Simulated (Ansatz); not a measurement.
# Formation energy and levels of the complex V_N-Cd_Al in AlN (P6_3mc)

Aim: at which Fermi levels does V_N-Cd_Al in AlN (P6_3mc) change its charge? The model is a cell of 72 host atoms with 1 site emptied and Cd put on another atom's site.

Method: place-levels on r2SCAN runs: charge-transition levels and formation energies with image-charge correction and potential alignment at the atomic sites; PAW set soft_1, in Ansatz 0.2.0.

### Step 1. The structure

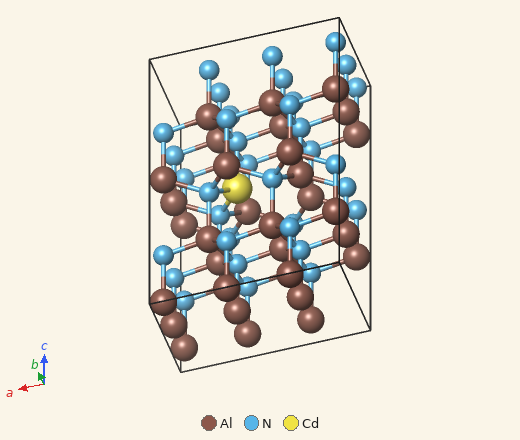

The cell as given, from a free direction (aluminium brown, nitrogen blue, cadmium yellow).

The cell holds 71 atoms: 35 Al, 35 N and 1 Cd. Its edges and angles: a = 9.320 Å, b = 9.320 Å, c = 9.956 Å, α = 90.0°, β = 90.0°, γ = 120.0°. It derives from AlN (space group P6_3mc). Nearest the centre at fractional (0.667, 0.500, 0.470): Cd57 at 0.94 Å, Al33 at 2.37 Å, N63 at 2.37 Å, Al26 at 2.39 Å, N66 at 2.39 Å, N58 at 2.39 Å, Al34 at 2.39 Å, N59 at 2.92 Å.

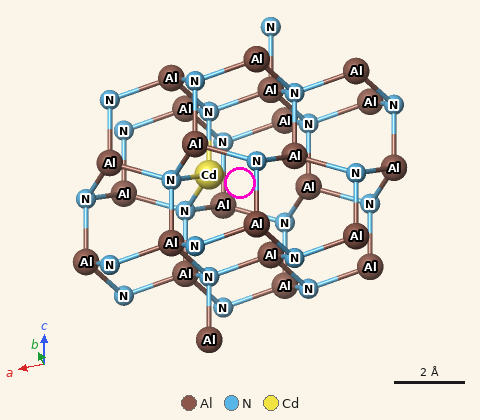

The atoms within 5 Å of the centre. A ring marks the centre wherever it is empty.

Coordinates:

```xyz
71
Lattice="9.3196 0.0000 0.0000 -4.6598 8.0710 0.0000 0.0000 0.0000 9.9565" Properties=species:S:1:pos:R:3 pbc="T T T"
Al    1.5533    0.8968    2.4852
Al    0.0000    1.7936    4.9743
N     1.5533    0.8968    4.3848
N     0.0000    1.7936    1.8957
Al    1.5533    0.8968    7.4634
Al    0.0000    1.7936    9.9525
N     1.5533    0.8968    9.3631
N     0.0000    1.7936    6.8739
Al    0.0000    3.5871    2.4852
Al   -1.5533    4.4839    4.9743
N     0.0000    3.5871    4.3848
N    -1.5533    4.4839    1.8957
Al    0.0000    3.5871    7.4634
Al   -1.5533    4.4839    9.9525
N     0.0000    3.5871    9.3631
N    -1.5533    4.4839    6.8739
Al   -1.5533    6.2774    2.4852
Al   -3.1065    7.1742    4.9743
N    -1.5533    6.2774    4.3848
N    -3.1065    7.1742    1.8957
Al   -1.5533    6.2774    7.4634
Al   -3.1065    7.1742    9.9525
N    -1.5533    6.2774    9.3631
N    -3.1065    7.1742    6.8739
Al    4.6598    0.8968    2.4852
Al    3.1065    1.7936    4.9743
N     4.6598    0.8968    4.3848
N     3.1065    1.7936    1.8957
Al    4.6598    0.8968    7.4634
Al    3.1065    1.7936    9.9525
N     4.6598    0.8968    9.3631
N     3.1065    1.7936    6.8739
Al    3.1065    3.5871    2.4852
Al    1.5533    4.4839    4.9743
N     1.5533    4.4839    1.8957
Al    3.1065    3.5871    7.4634
Al    1.5533    4.4839    9.9525
N     3.1065    3.5871    9.3631
N     1.5533    4.4839    6.8739
Al    1.5533    6.2774    2.4852
Al    0.0000    7.1742    4.9743
N     1.5533    6.2774    4.3848
N     0.0000    7.1742    1.8957
Al    1.5533    6.2774    7.4634
Al    0.0000    7.1742    9.9525
N     1.5533    6.2774    9.3631
N     0.0000    7.1742    6.8739
Al    7.7663    0.8968    2.4852
Al    6.2130    1.7936    4.9743
N     7.7663    0.8968    4.3848
N     6.2130    1.7936    1.8957
Al    7.7663    0.8968    7.4634
Al    6.2130    1.7936    9.9525
N     7.7663    0.8968    9.3631
N     6.2130    1.7936    6.8739
Al    6.2130    3.5871    2.4852
Cd    4.6598    4.4839    4.9743
N     6.2130    3.5871    4.3848
N     4.6598    4.4839    1.8957
Al    6.2130    3.5871    7.4634
Al    4.6598    4.4839    9.9525
N     6.2130    3.5871    9.3631
N     4.6598    4.4839    6.8739
Al    4.6598    6.2774    2.4852
Al    3.1065    7.1742    4.9743
N     4.6598    6.2774    4.3848
N     3.1065    7.1742    1.8957
Al    4.6598    6.2774    7.4634
Al    3.1065    7.1742    9.9525
N     4.6598    6.2774    9.3631
N     3.1065    7.1742    6.8739
```

Known beforehand: the electronic dielectric constant, (4.49, 4.49, 4.72), and the static one, (8.15, 8.15, 9.65), computed on the host (DFPT, PBEsol, on the r2SCAN cell), and a cell off the functional's own equilibrium shifts the ionic part.

The cell's shortest repeat is 9.3 Å.

### Step 2. What was run first

Levels follow from differences of total energies between charge states, each relaxed by itself.

Random displacements of about 0.05 Å break the site symmetry at the start, so that the relaxation can reach a distorted minimum if there is one. Forces are taken at one point at (¼, ¼, ¼). The cell holds 1 electron more than the neutral one, with a uniform background that keeps it neutral on the whole. The electron count is odd, so at least one spin is unpaired; this run locks the moment at 1 μB.

The sampling was tested on the host first: at the k-points planned (1x1x1 shifted 0.25 0.25 0.25) its energy lies -0.014 eV an atom from the dense-mesh value, under the bound of 0.02 eV set for this test; that bounds the host's error, not the defect's.

One of the inputs; charge, spin and start change from state to state.

qm1_M1.relax/input.yaml reads:

```yaml
crystal:
  lattice:
    - [3.10652185, 3.0e-08, 0.0]
    - [-1.55326095, 2.69032682, 0.0]
    - [0.0, 0.0, 4.97823886]
  atoms:
    - { symbol: Al, position: [0.66666667, 0.33333333, 0.49920333] }
    - { symbol: Al, position: [0.33333333, 0.66666667, 0.99920333] }
    - { symbol: "N", position: [0.66666667, 0.33333333, 0.88079667] }
    - { symbol: "N", position: [0.33333333, 0.66666667, 0.38079667] }
  supercell: [3, 3, 2]
  defects: [{ vacancy: 34 }, { substitution: { at: 57, symbol: Cd } }]
total_charge: -1
basis:
  ecutwfc: 500
  xc_grid: 2
hamiltonian:
  xc: r2scan
  pseudopotentials: { kind: paw, azcp: { folder: soft_1 } }
kpoints:
  mp_grid: { grid: [1, 1, 1], shift: [0.25, 0.25, 0.25] }
magnetization:
  spin_polarized: true
  initial_magnetization: 1
  spin_locking: { lock_magnetization: hard }
scf:
  occupations: { method: fixed }
  max_iter: 80
output:
  forces: true
  charged_corrections:
    epsilon: [4.49, 4.49, 4.72]
    static_epsilon: [8.15, 8.15, 9.65]
    defect_position: [0.666667, 0.5, 0.47]
relax:
  f_tol: 0.02
  max_steps: 80
  random_displacement: { amplitude: 0.05, seed: 3996 }
checkpoint:
  write: "../qm1_M1.relax.run"
  compress: false
  write_wavefunctions: true
  write_every: 100000
```

On the command line:

```
> ansatz run input.yaml --threads 8 --pin off --max-ram 15073MiB --backend cpu --events-out ev --progress --plain --runs-dir out
```

The relaxed structure is kept and the sampling changed to a 2×2×2 shifted mesh.

The run of this state that the levels use, under r2SCAN:

qm1_M1.point/input.yaml reads:

```yaml
crystal:
  checkpoint: "../qm1_M1.relax.run"
  host: checkpoint
total_charge: -1
basis:
  ecutwfc: 500
  xc_grid: 2
hamiltonian:
  xc: r2scan
  pseudopotentials: { kind: paw, azcp: { folder: soft_1 } }
kpoints:
  mp_grid: { grid: [2, 2, 2], shift: [0.5, 0.5, 0.5] }
magnetization:
  spin_polarized: true
  initial_magnetization: 1
  spin_locking: { lock_magnetization: hard }
scf:
  occupations: { method: fermi_dirac, width: 0.01 }
  max_iter: 80
output:
  forces: true
  eigenvalues: true
  charged_corrections:
    epsilon: [4.49, 4.49, 4.72]
    static_epsilon: [8.15, 8.15, 9.65]
    defect_position: [0.666667, 0.5, 0.47]
  eigenstates: { localisation: true }
  populations: true
  efg: {}
checkpoint:
  read: "../qm1_M1.relax.run"
  write: "../qm1_M1.point.run"
  compress: false
  write_wavefunctions: false
  write_every: 100000
```

Relaxations under r2SCAN at one point at (¼, ¼, ¼); times on 8 threads of Arm Neoverse V2, shared host:

| charge | moment (μB) | occupations | outcome | steps | largest displacement against the far atoms (Å) | time |
| --- | --- | --- | --- | --- | --- | --- |
| −1 | 1 | fixed | converged | 8 | 0.44 | 2 min |
| 0 | 0 | fixed | converged | 8 | 0.46 | 47 s |
| 0 | 2 | fixed | converged | 7 | 0.36 | 97 s |
| +1 | 1 | fixed | converged | 9 | 0.59 | 2.8 min |
| +2 | 0 | fixed | converged | 7 | 0.70 | 44 s |
| +2 | 2 | fixed | converged | 10 | 0.53 | 2.4 min |
| +3 | 1 | fixed | converged | 8 | 0.67 | 1.9 min |

Single points under r2SCAN at a 2×2×2 shifted mesh; times on 8 threads of Arm Neoverse V2, shared host:

```
charge  moment (μB)  occupations    outcome  time
    −1            1  fermi-dirac  converged  93 s
     0            0  fermi-dirac  converged  33 s
     0            2  fermi-dirac  converged  96 s
    +1            1  fermi-dirac  converged  87 s
    +2            0  fermi-dirac  converged  31 s
    +2            2  fermi-dirac  converged  93 s
    +3            1  fermi-dirac  converged  85 s
```

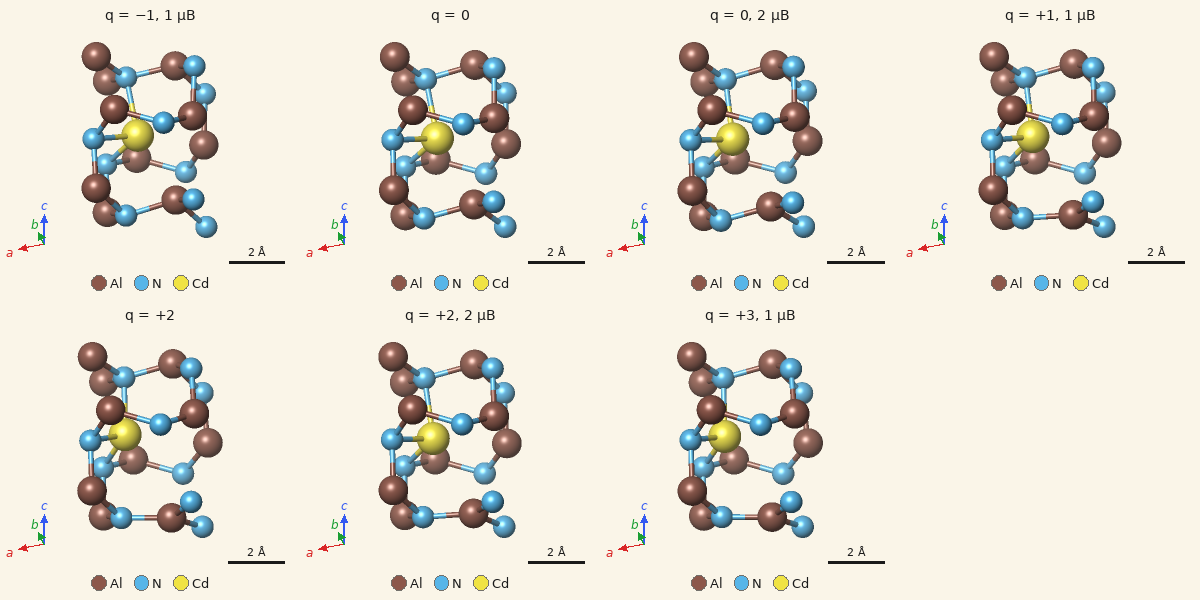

The structures near the centre after relaxation with r2SCAN, by charge.

Distances (Å) from the ideal centre to the nearest atoms after relaxation with r2SCAN:

| charge | moment (μB) | 1. | 2. | 3. | 4. | 5. | 6. |
| --- | --- | --- | --- | --- | --- | --- | --- |
| −1 | 1 | Cd 0.51 | Al 2.34 | Al 2.41 | Al 2.45 | N 2.51 | N 2.56 |
| 0 | 0 | Cd 0.48 | Al 2.45 | Al 2.46 | N 2.51 | N 2.51 | Al 2.53 |
| 0 | 2 | Cd 0.60 | Al 2.47 | N 2.51 | Al 2.53 | N 2.55 | N 2.56 |
| +1 | 1 | Cd 0.64 | N 2.53 | N 2.53 | Al 2.54 | Al 2.55 | N 2.59 |
| +2 | 0 | Cd 0.87 | N 2.55 | N 2.56 | N 2.60 | Al 2.73 | Al 2.73 |
| +2 | 2 | Cd 0.59 | N 2.53 | N 2.53 | Al 2.56 | Al 2.57 | N 2.58 |
| +3 | 1 | Cd 0.87 | N 2.56 | N 2.56 | N 2.61 | Al 2.73 | Al 2.74 |

(Continued in part 2 of 2.)

[Logs are printed without paths, hosts, clocks, repeated set-up lines and the standing remarks that a program may print on its own settings, such as how far it seeks lower states.]

[Hosts, paths, dates, database ids (printed as entryN), source tags and the programs' standing remarks are cut or masked in the printed files.]

[Where a table of states has a column of steps, it counts the stored structures, which are thinned; the runs took as many ionic steps or more.]

[A defect's name tells the site on which it was built; relaxed atoms can leave that site.]

[For some hosts the program warned that the k-mesh of the response run may be too coarse for force constants and the static dielectric constant; such warnings are not shown here.]
